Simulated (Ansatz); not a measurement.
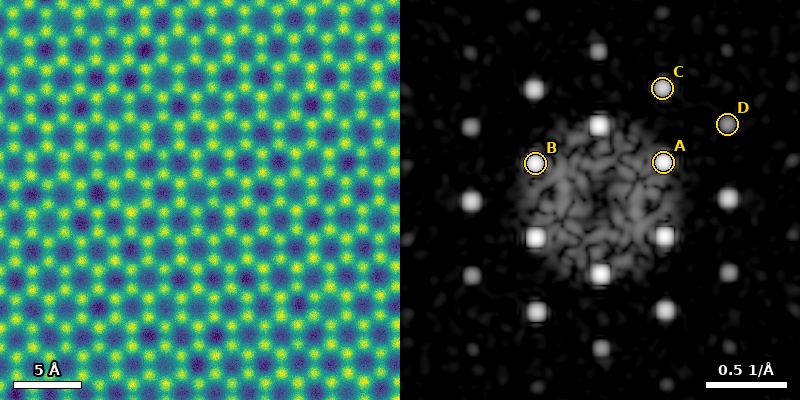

Integrated-DPC-like image of a crystal. Simulated as the projected potential of neutral atoms (B = 0.8 Å²) blurred by a 0.75 Å probe, the thin-sample limit of integrated differential phase contrast. The display is stretched by a gamma of 0.65; percentages refer to the linear signal. Shot noise and the speckle of an amorphous layer were added.

The right panel is the modulus of the image's Fourier transform on a logarithmic scale.

### Which lattice spacings do the marked spots stand for, and what angle do A and B enclose?

A: 2.2 Å, B: 2.2 Å, C: 1.2 Å, D: 1.1 Å; A and B enclose about 120°.

The crystal is Ni (P6_3/mmc, No. 194) along [001]; the spots are (1 -1 0), (010), (2 -1 0) and (2 -2 0). Structure: the end point of a relaxation with Ansatz 0.2.0, DFT PBE, scalar-relativistic, plane waves, PAW; the starting structure was generated, so it need not be a known form of this composition.
